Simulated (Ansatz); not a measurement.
## Electronic structure of CdSe in real space

```
Cd Se
1.0
     5.31682    0.00000    0.00000
     0.00000    0.00000   -5.74792
     0.00000    6.17901    0.00000
Cd Se
4 4
Direct
  0.50000 0.50000 0.00000
  0.00000 0.50000 0.50000
  0.00000 0.00000 0.00000
  0.50000 0.00000 0.50000
  0.00000 0.50000 0.00000
  0.50000 0.50000 0.50000
  0.50000 0.00000 0.00000
  0.00000 0.00000 0.50000
```

Space group Fmmm; a structure from a database of computed crystals, not necessarily the ambient phase; changed on purpose from its base cell (strain -0.0750 x Voigt [1, -1, 0, 0, 0, 0], atoms carried along).

These are results of Ansatz, DFT PBEsol, scalar-relativistic, plane waves, PAW, not measurements.

The density is the valence pseudo-density of a PAW calculation; it isn't the true density close to the nuclei.

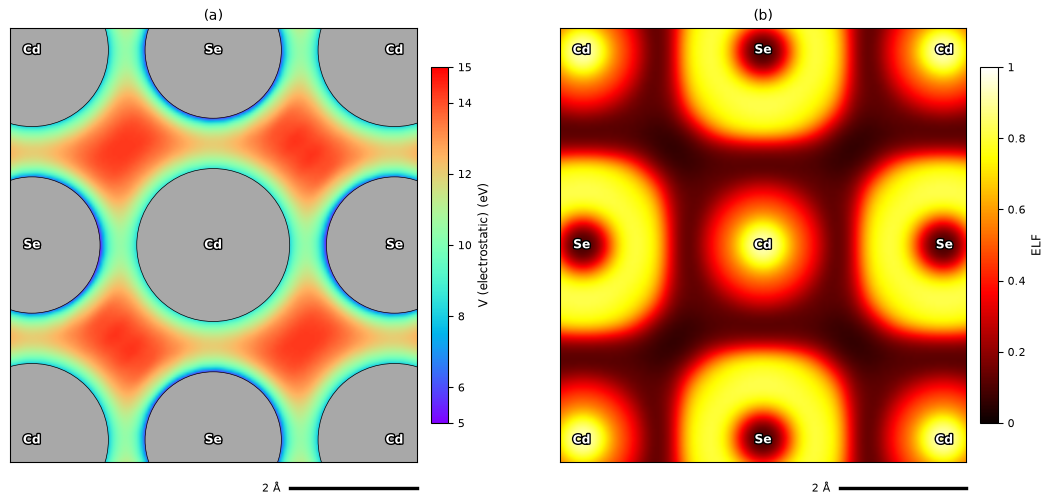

Figure 1. (a) electrostatic potential (local pseudopotential plus Hartree) felt by an electron; (b) ELF on the (100) plane of the conventional cell. Grey discs cover the atomic cores in the potential map.

### Interpret the plot.

Atoms in the plane: Cd and Se. Cd–Se (2.87 Å): the ELF is about 0.30 at the midpoint and 0.15 at its lowest between the atoms. The features right at Cd lie inside the PAW spheres, where the map follows smoothed inner orbitals and isn't to be read closely. Outside the cores the potential energy rises away from the atoms and is highest about 1.9 Å from the nearest atoms; its zero is arbitrary.

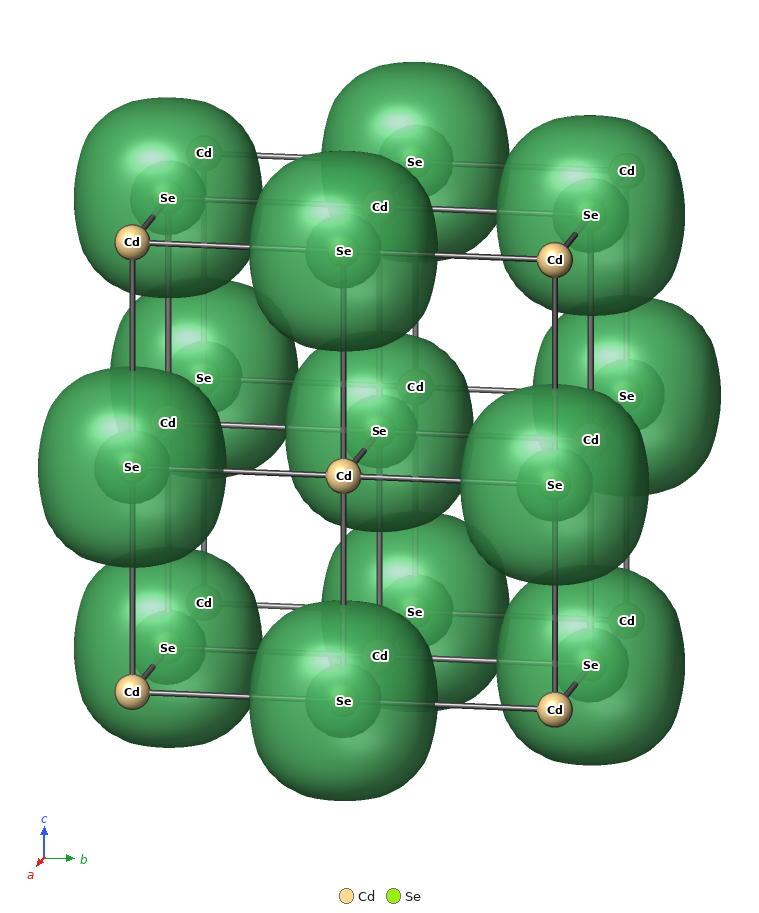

Figure 2. Isosurface of the ELF at 0.6 (green), seen slightly off an axis. Only the valence region is drawn (cores and ρ < 0.01 e/Å³ removed). Sticks mark near contacts.

### Where are the electrons localised?

At this value the surface marks out four regions wrapped around Se (the valence shell of each), counted in one cell of 8 atoms. Regions shared between cells count once. Along the contacts the grid gives the following. Cd–Se (2.66 Å): the ELF is about 0.35 at the midpoint and 0.15 at its lowest between the atoms.

### Does the calculation give a band gap?

It is metallic or semimetallic at this level of theory: no gap opens.
